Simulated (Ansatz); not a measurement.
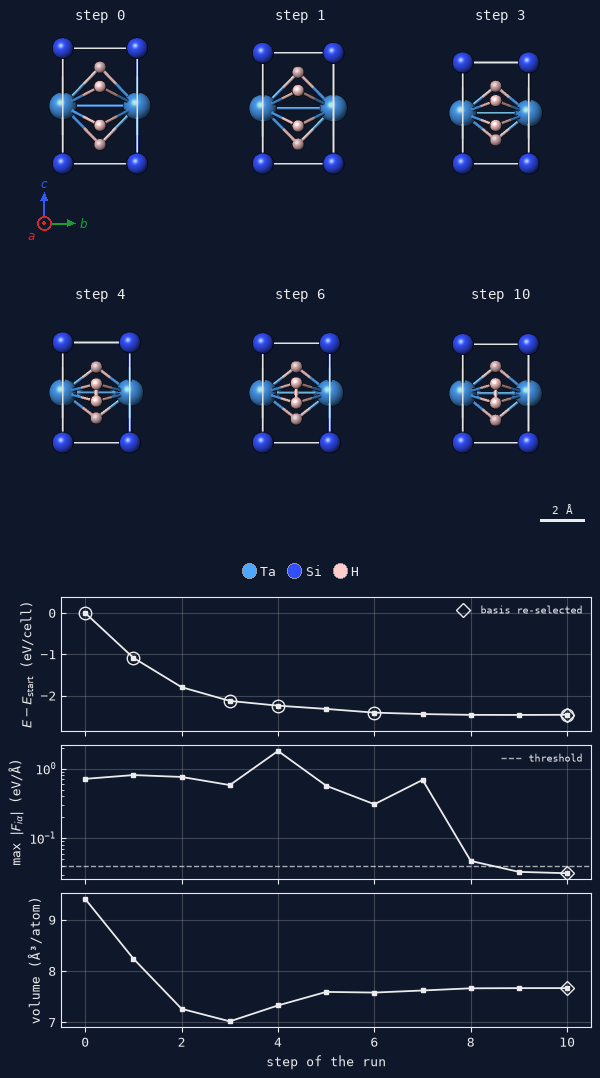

Frames of a relaxation of crystalline TaSiH₄ (a generated structure, set up in Pmmm) (coarse preliminary run), marked on the history of the run. A ball-and-stick model of the cell of the calculation, seen along the a axis.

All numbers below come from DFT PBE, scalar-relativistic, plane waves, PAW (Ansatz). Settings: plane-wave cutoff 420 eV; k-point mesh 6 × 6 × 4; occupations gaussian; smearing width 0.1 eV; no spin polarisation; cell and atoms relaxed; force threshold 0.04 eV/Å; at most 70 steps.

> Describe the path.

The largest moves relative to the cell, 0.32 Å, are those of H atoms. Ta and Si stay in place. Cell: a 3.079 → 3.332 Å (+8.2 %), b 3.437 → 3.034 Å (−11.7 %), c 5.334 → 4.551 Å (−14.7 %). Volume −18.5 %. Some distances before and after: H–H 1.797 → 0.890 Å, H–Ta 2.479 → 1.960 Å, Ta–Ta 3.437 → 3.034 Å, Si–Si 3.437 → 3.034 Å. Bond angles that change, for instance: Ta–H–Ta 137.5° → 157.7°, Ta–H–Ta 76.9° → 93.0°, Ta–H–Ta 87.8° → 101.4°. The space group stays Pmmm (No. 47). After 9 accepted moves (10 points after the start) the energy has fallen by 2.461 eV per cell of the calculation. The largest force component goes from 0.71 to 0.031 eV/Å. The pressure goes from −24.52 to −0.11 GPa. At 1 point the geometry stayed and the basis and grid were re-selected for the new cell (energy shift of 3.4 meV per cell of the calculation at most each time). From step 0 to 1: H atoms move most (0.05 Å), volume −12.4 %, energy −1.084 eV per cell of the calculation. From step 1 to 3: H atoms move most (0.28 Å), volume −14.8 %, energy −1.042 eV per cell of the calculation. From step 3 to 4: H atoms move most (0.17 Å), volume +4.4 %, energy −0.115 eV per cell of the calculation. From step 4 to 6: H atoms move most (0.07 Å), volume +3.4 %, energy −0.169 eV per cell of the calculation. From step 6 to 10: H atoms move most (0.05 Å), volume +1.1 %, energy −52.3 meV per cell of the calculation.

```tsv
step	E − E(0), meV/atom	largest force component, eV/Å	pressure, GPa	volume, Å³/atom	note
0	0.00	0.7119	-24.52	9.407	
1	-180.60	0.8070	-17.31	8.243	
2	-298.96	0.7583	-1.67	7.264	
3	-354.26	0.5795	9.62	7.020	
4	-373.42	1.7913	9.22	7.330	
5	-386.57	0.5667	-1.77	7.595	
6	-401.52	0.3071	0.82	7.582	
7	-407.23	0.6872	2.57	7.622	
8	-410.49	0.0470	0.23	7.665	
9	-410.82	0.0328	-0.10	7.668	
10	-410.24	0.0313	-0.11	7.668	same geometry, new basis
```
